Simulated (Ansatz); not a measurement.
A series of calculations on ZnAu

Part 1: Relaxation

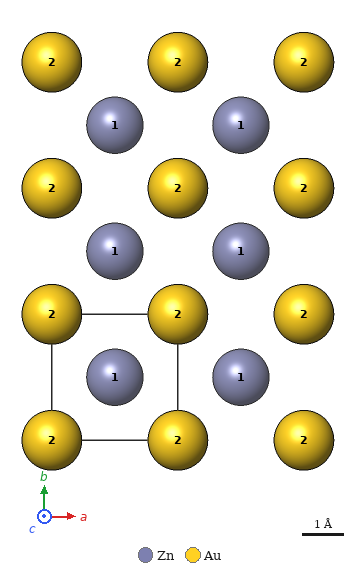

A crystal of ZnAu (set up in Pm-3m), before the relaxation. Style: spheres-only. Shown: the cell of the calculation, repeated 2 × 3 × 1 with one cell outlined, along the c axis.

These are results of DFT PBE, scalar-relativistic, plane waves, PAW (Ansatz 0.2.0), not measurements.

Input
```yaml
crystal:
  lattice:
    - [3.147, 0.0, 0.0]
    - [0.0, 3.147, 0.0]
    - [0.0, 0.0, 3.147]
  atoms:
    - { symbol: Zn, position: [0.5, 0.5, 0.5] }
    - { symbol: Au, position: [0.0, 0.0, 0.0] }
basis:
  ecutwfc: 420
kpoints:
  mp_grid: { grid: [14, 14, 14] }
hamiltonian:
  xc: pbe
scf:
  occupations: { method: gaussian, width: 0.1 }
output:
  forces: true
  stress: true
  eigenvalues: true
relax:
  adjacent_minimum: "off"
  f_tol: 0.005
  max_steps: 80
  cell: { stress_tol: 0.05 }
```

Launched with:
```bash
ansatz run input.yaml --threads 1 --pin off --max-ram 2560MiB --backend cpu --events-out ev --progress --plain --runs-dir out
```

What does the optimiser find from here?

The atoms keep their places relative to the cell (all moves are under 0.005 Å). Cell: a = b = c 3.147 → 3.187 Å (+1.3 %). Volume +3.8 %. Among the contacts that change: Zn1–Au2 2.725 → 2.760 Å. The space group stays Pm-3m (No. 221). Over 3 accepted moves (4 points after the start) the energy falls by 8.6 meV per atom. All forces vanish by symmetry, so only the cell relaxes. Pressure: 4.83 GPa at the start and −0.01 GPa at the end. At 1 point the geometry stayed and the basis and grid were re-selected for the new cell (energy shift of 0.4 meV per atom at most each time).

The end point in the same view:

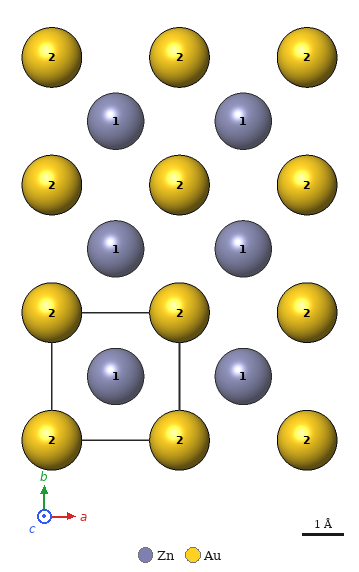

Part 2: Relaxation

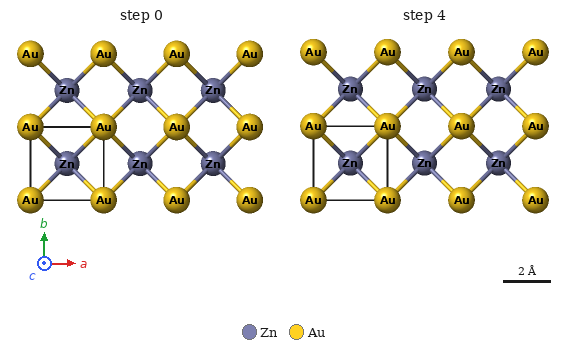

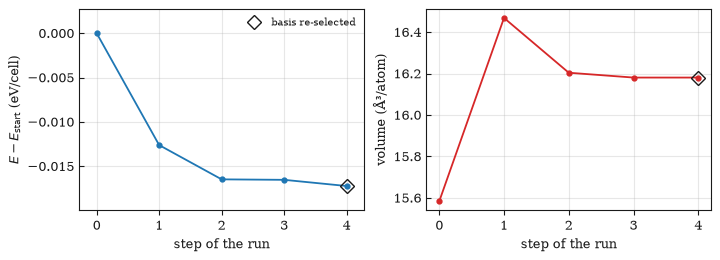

First and last geometry of a relaxation of solid ZnAu (set up in Pm-3m), with the history of the run. The picture is a ball-and-stick view of the cell of the calculation, repeated 3 × 2 × 1 with one cell outlined, seen along the c axis.

Level of theory: DFT PBE, scalar-relativistic, plane waves, PAW; settings changed (Ansatz 0.2.0).

The input:
```yaml
crystal:
  lattice:
    - [3.147, 0.0, 0.0]
    - [0.0, 3.147, 0.0]
    - [0.0, 0.0, 3.147]
  atoms:
    - { symbol: Zn, position: [0.5, 0.5, 0.5] }
    - { symbol: Au, position: [0.0, 0.0, 0.0] }
basis:
  ecutrho_ratio: 6
kpoints:
  mp_grid: { grid: [14, 14, 14] }
hamiltonian:
  xc: pbe
scf:
  occupations: { method: gaussian, width: 0.1 }
  initial_density: { chi_scale: 0.1 }
output:
  forces: true
  eigenvalues: true
  stress: true
relax:
  adjacent_minimum: "off"
  f_tol: 0.005
  max_steps: 80
  cell: { stress_tol: 0.05 }
accuracy: medium
```

Launched with:
```bash
ansatz run input.yaml --threads 1 --pin off --max-ram 2560MiB --backend cpu --events-out ev --progress --plain --runs-dir out
```

### Read the history and describe the run.

It converged. No atom moves by more than 0.005 Å relative to the cell. The volume changes by +3.8 %, with a = b = c 3.147 → 3.187 Å (+1.3 %). Some distances before and after: Zn1–Au2 2.725 → 2.760 Å. The space group stays Pm-3m (No. 221). The energy falls by 17.2 meV per cell of the calculation in 3 accepted moves (4 points after the start). All forces vanish by symmetry, so only the cell relaxes. Pressure: 4.83 GPa at the start and −0.01 GPa at the end. At 1 point the geometry stayed and the basis and grid were re-selected for the new cell (energy shift of 0.7 meV per cell of the calculation at most each time). The run took 21 s on 1 thread of Intel(R) Xeon(R) Platinum 8375C CPU @ 2.90GHz (Ice Lake), with other jobs on the host, peak memory 0.4 GiB.

```tsv
step	E − E(0), meV/atom	pressure, GPa	volume, Å³/atom	note
0	0.00	4.83	15.583	
1	-6.31	-1.95	16.468	
2	-8.24	-0.17	16.204	
3	-8.27	0.00	16.181	
4	-8.62	-0.01	16.181	same geometry, new basis
```

Part 3: A change

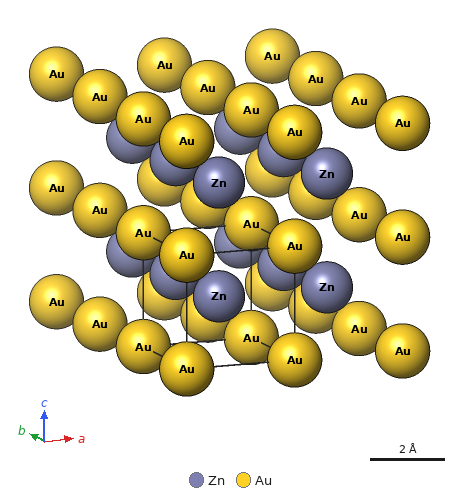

Reference structure: solid ZnAu (set up in Pm-3m). A spheres-only model of the cell of the calculation, repeated 2 × 3 × 2 with one cell outlined, seen slightly off an axis.

These are results of DFT PBE, scalar-relativistic, plane waves, PAW in Ansatz 0.2.0, not measurements. (plane-wave cutoff 420 eV; k-point mesh 14 × 14 × 14; occupations gaussian; smearing width 0.1 eV; no spin polarisation)

The variant: All lengths are scaled by +1.0 % (volume +3.0 %), the atoms keeping their fractional coordinates. No relaxation follows.

> Predict the response.

Among the bonded contacts that change: Au–Zn 2.760 → 2.787 Å. The space group stays Pm-3m (No. 221). The energy rises by 4.9 meV per atom. Pressure: 0.0 GPa before, −3.2 GPa after. All forces vanish by symmetry.
